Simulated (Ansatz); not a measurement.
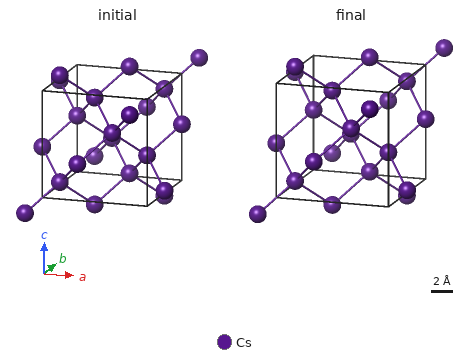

The structure of solid Cs (a generated structure, set up in Fd-3m) before (left) and after (right) a relaxation, at one scale.

The picture is a ball-and-stick view of the conventional cell (4 times the calculation's cell), seen from a free direction. Lengths and directions refer to the drawn axes.

Phase: diamond.

Computed with DFT, r2SCAN, plane waves (500 eV) with PAW, scalar-relativistic in Ansatz 0.2.0. Settings: plane-wave cutoff 500 eV; k-point mesh 5 × 5 × 5; occupations fermi dirac; smearing width 0.1 eV; no spin polarisation; cell and atoms relaxed; force threshold 0.01 eV/Å; at most 60 steps.

Question: Summarise the run.

Answer: After 4 accepted moves (5 points after the start) the energy has fallen by 7.8 meV per atom. All forces vanish by symmetry, so only the cell relaxes. Pressure: 0.07 GPa at the start and 0.00 GPa at the end. The SCF was repeated once at an unchanged geometry on a basis and grid sized afresh for the cell, which shifted the energy by less than 0.05 meV per atom at most. The atoms keep their places relative to the cell (all moves are under 0.005 Å). The volume changes by +22.5 %, with a = b = c 10.605 → 11.347 Å (+7.0 %). Some distances before and after: Cs–Cs 4.592 → 4.913 Å. The space group stays Fd-3m (No. 227).
